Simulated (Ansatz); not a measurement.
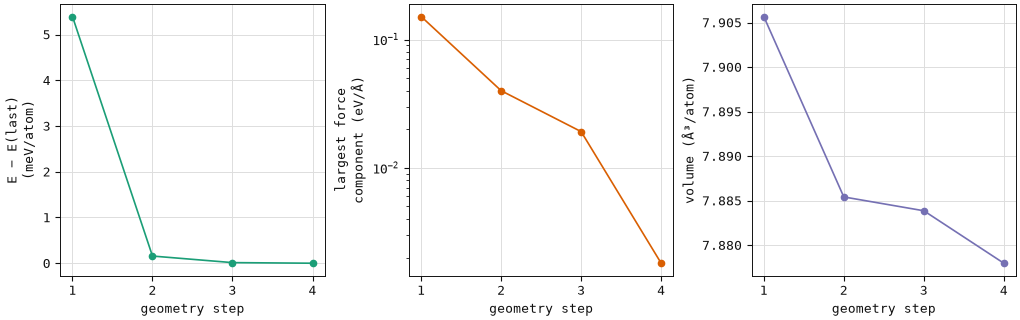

History of a geometry optimisation. Atoms and cell relax. A closing SCF on a freshly chosen basis isn't drawn.

The run: Be (P-3m1, 11 atoms in the cell), by DFT r2SCAN, scalar-relativistic, plane waves, PAW (Ansatz); cutoff 500 eV, 21×21×3 k-mesh, Gaussian smearing of 0.1 eV.

How did the optimisation end?

Answer. The optimisation met its thresholds at geometry 4, counting the start as the first. The energy fell by about 5.4 meV/atom from the first step to the last. The largest force component goes from about 0.15 eV/Å at the start to 1.8 × 10⁻³ eV/Å at the end.

Was the starting cell too large or too small?

Answer. The volume shrinks from 7.91 to 7.88 Å³ per atom (−0.4 %). The start was expanded.
